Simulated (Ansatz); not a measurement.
System: Se.

```
CELL_PARAMETERS angstrom
4.06639 0.00000 0.00000
-2.03319 3.52160 0.00000
0.00000 0.00000 5.12810
ATOMIC_POSITIONS crystal
Se 0.24744 0.00000 0.16667
Se 0.00000 0.24744 0.83333
Se 0.75256 0.75256 0.50000
```

Space group P3₂21; computed pressure about −2 GPa in this cell.

All numbers below come from DFT LDA, scalar-relativistic, plane waves, PAW in Ansatz 0.2.0.

What will maps of the valence pseudo-density and electron localisation function show?

Se–Se (2.44 Å): the density is about 0.58 e/Å³ at the midpoint; the ELF peaks at about 0.70 between the atoms.

Does the calculation give a band gap?

It is gapped, with a Kohn–Sham gap of 0.44 eV on the k-point mesh, an upper bound to the gap of this method.

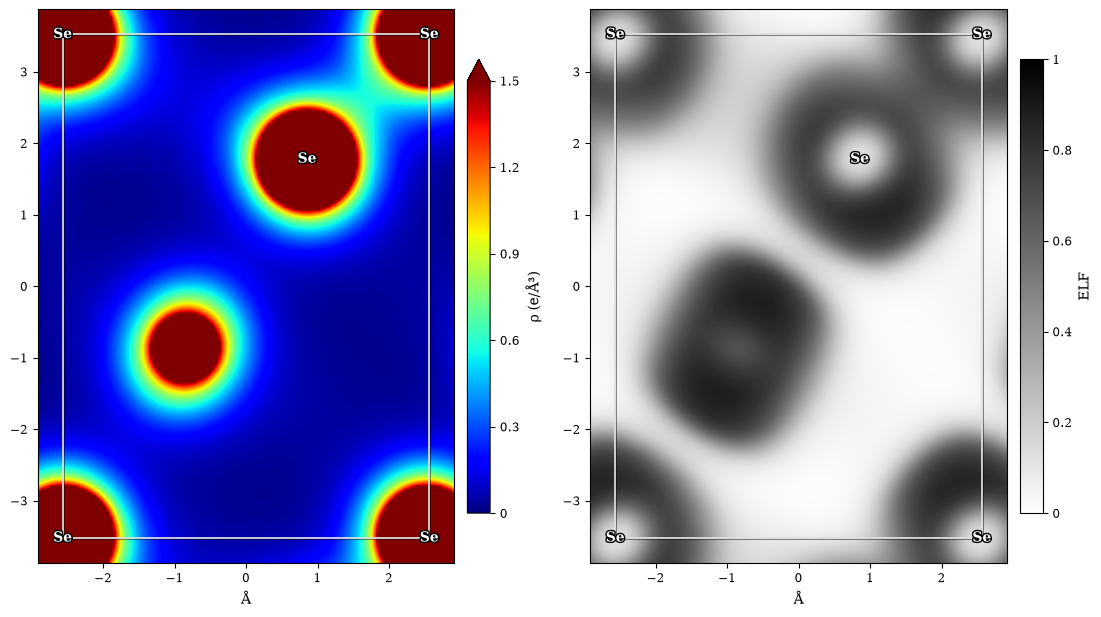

Computed valence pseudo-density and electron localisation function on the (110) plane of the conventional cell, in this order. Atoms just off the plane (Se, 0.5 Å away) can leave unmarked features too.

Core electrons are frozen (PAW), and the valence fields are smoothed inside the atomic spheres.
